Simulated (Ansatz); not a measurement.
System: TiAl (slab).

```xyz
12
Lattice="2.8106 0.0000 0.0000 0.0000 4.0650 0.0000 0.0000 0.0000 30.4581" Properties=species:S:1:pos:R:3 pbc="T T T"
Al    1.4053    2.0325    7.5000
Ti    0.0000    0.0000    8.9053
Al    1.4053    2.0325   10.3107
Ti    0.0000    0.0000   11.7157
Al    1.4053    2.0325   13.1210
Ti    0.0000    0.0000   14.5264
Al    1.4053    2.0325   15.9317
Ti    0.0000    0.0000   17.3371
Al    1.4053    2.0325   18.7424
Ti    0.0000    0.0000   20.1474
Al    1.4053    2.0325   21.5528
Ti    0.0000    0.0000   22.9581
```

Changed on purpose from its base cell (repeats removed: -2); not relaxed (largest force 0.7 eV/Å); computed without spin polarisation.

Level of theory: DFT r2SCAN, scalar-relativistic, plane waves, PAW (Ansatz).

> What will maps of the valence pseudo-density and electron localisation function show?

Ti–Ti (2.81 Å): ρ is about 0.22 e/Å³ halfway; the ELF is about 0.30 at the midpoint: no shared electron pair shows on this line.
Al–Al (2.81 Å): ρ at the midpoint is about 0.23 e/Å³; the ELF peaks at about 0.70 between the atoms.
Ti–Al (2.84 Å): ρ at the midpoint is about 0.2 e/Å³; the ELF is about 0.40 at the midpoint.

> Metal or insulator at this level of theory?

It is metallic or semimetallic at this level of theory: no gap opens.

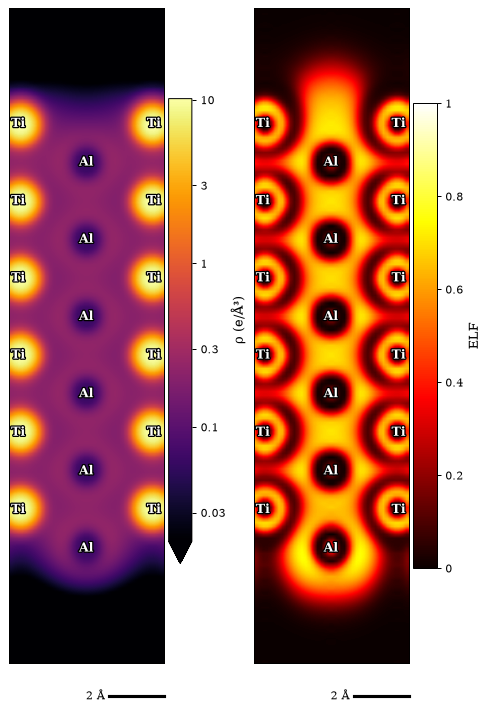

Computed valence pseudo-density and electron localisation function on the (110) plane of the calculation cell, a cut from vacuum to vacuum, in this order. 

The density is the valence pseudo-density of a PAW calculation; it isn't the true density close to the nuclei.
